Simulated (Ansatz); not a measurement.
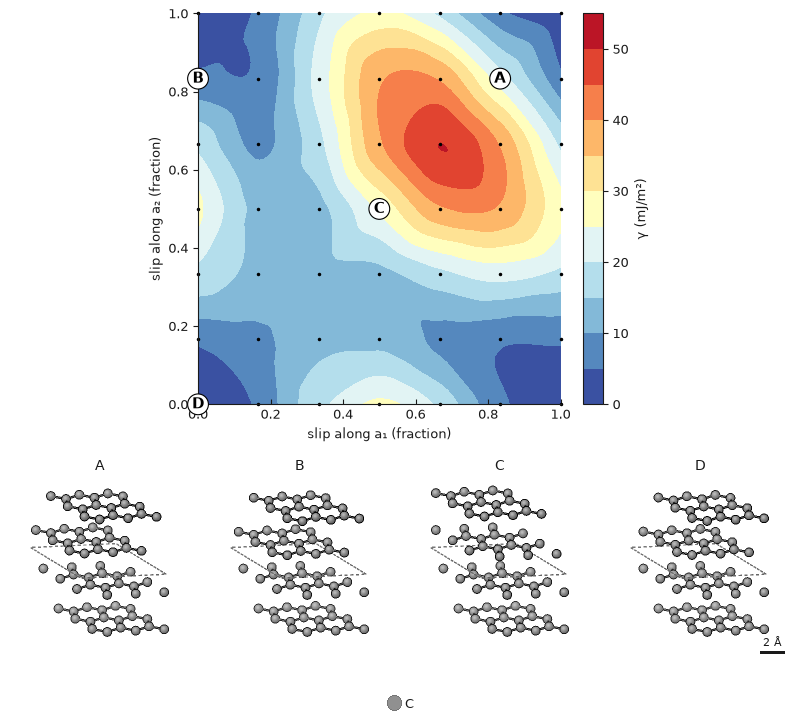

A crystal of C (C2/m): the crystal above a cut along the (0 0 1) plane of the conventional cell (between a plane of C below and one of C above, 3.53 Å apart) is slid rigidly over the whole in-plane cell (a gamma surface). One cut stands in each cell, which starts 10.6 Å high; nothing is relaxed, and the dashed outline marks the cut. The map is interpolated between the computed points (dots). The lettered frames are marked on it. Style: ball-and-stick. Shown: the layers on both sides of the cut, obliquely from above.

These are results of Ansatz, DFT r2SCAN, scalar-relativistic, plane waves, PAW, not measurements. (plane-wave cutoff 500 eV; k-point mesh 12 × 12 × 3; occupations gaussian; smearing width 0.05 eV; no spin polarisation). Energies (free energies at the smearing named) are counted from the relaxed crystal.

Question: Describe the energy landscape.

Answer: The corners are the perfect crystal. The highest computed fault energy is 50.0 mJ/m² at (0.67, 0.67), and the lowest away from the corners 5.9 mJ/m² at (0.00, 0.17). Relaxation across the fault would lower these values. The band gap on the mesh, 0.51 eV in the reference, closes at 2 of the 21 computed points. The frames lie at A (0.833, 0.833): 22.2 mJ/m², B (0.000, 0.833): 6.1 mJ/m², C (0.500, 0.500): 25.9 mJ/m², D (0.000, 0.000): 0.0 mJ/m².

The computed points:

Rows: slip along a₁ (fraction); columns: slip along a₂ (fraction); values in mJ/m².

|  | 0.000 | 0.167 | 0.333 | 0.500 | 0.667 | 0.833 | 1.000 |
| --- | --- | --- | --- | --- | --- | --- | --- |
| 0.000 | 0.0 | 5.9 | 18.6 | 26.1 | 18.8 | 6.1 | 0.0 |
| 0.167 | 5.9 | 8.8 | 13.5 | 13.6 | 8.8 | 5.9 | 5.9 |
| 0.333 | 18.6 | 13.5 | 13.4 | 13.5 | 18.6 | 21.9 | 18.6 |
| 0.500 | 26.1 | 13.6 | 13.5 | 25.9 | 39.2 | 39.3 | 26.1 |
| 0.667 | 18.8 | 8.8 | 18.6 | 39.2 | 50.0 | 39.4 | 18.8 |
| 0.833 | 6.1 | 5.9 | 21.9 | 39.3 | 39.4 | 22.2 | 6.1 |
| 1.000 | 0.0 | 5.9 | 18.6 | 26.1 | 18.8 | 6.1 | 0.0 |

Limits of the set-up: layers or molecules are held without a dispersion correction, so their spacing is unreliable.
